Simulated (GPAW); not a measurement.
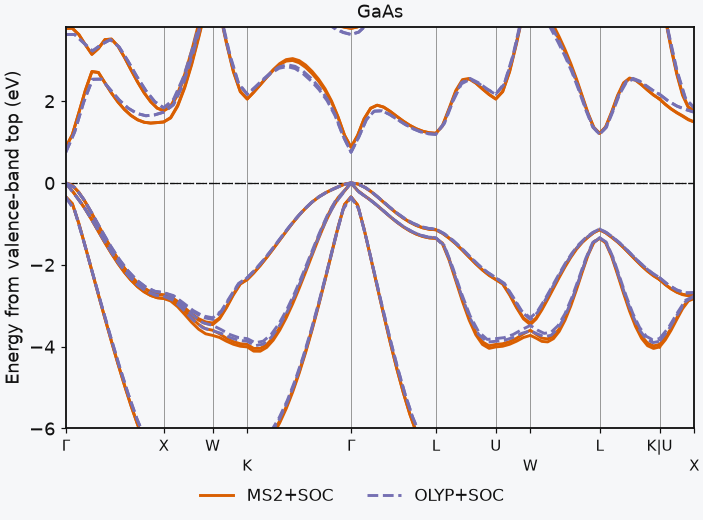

Band structures of zincblende GaAs, space group F-43m, 2 atoms in the primitive cell (cubic a = 5.654 Å), by two methods on the same cell. Each is counted from its own valence-band top.

What changes from one method to the other?

MS2+SOC gives a gap of 0.87 eV along the path and OLYP+SOC gives a gap of 0.75 eV along the path.

Settings. MS2+SOC: GPAW PAW data sets (gpaw-data 1.2.1), spin-orbit coupling, no magnetisation, 8×8×8 k mesh, 600 eV cutoff, Fermi-Dirac smearing of 0.05 eV (GPAW). OLYP+SOC: PAW data sets generated in the run's folder for this functional, spin-orbit coupling, no magnetisation, 8×8×8 k mesh, 600 eV cutoff, Fermi-Dirac smearing of 0.05 eV (GPAW 26.7.0).

The cell is at 1 GPa in MS2+SOC and 5 GPa in OLYP+SOC. Spin-orbit coupling was added after a scalar SCF, so levels and gaps hold it while energy, forces, pressure and moments don't. This program's spin-orbit splittings come out too wide for heavy elements. LDA, GGA and most meta-GGA functionals understate gaps. The potentials hold the d shell of Ga in the core, which widens gaps. MS2+SOC: the PAW data sets were made with another functional.
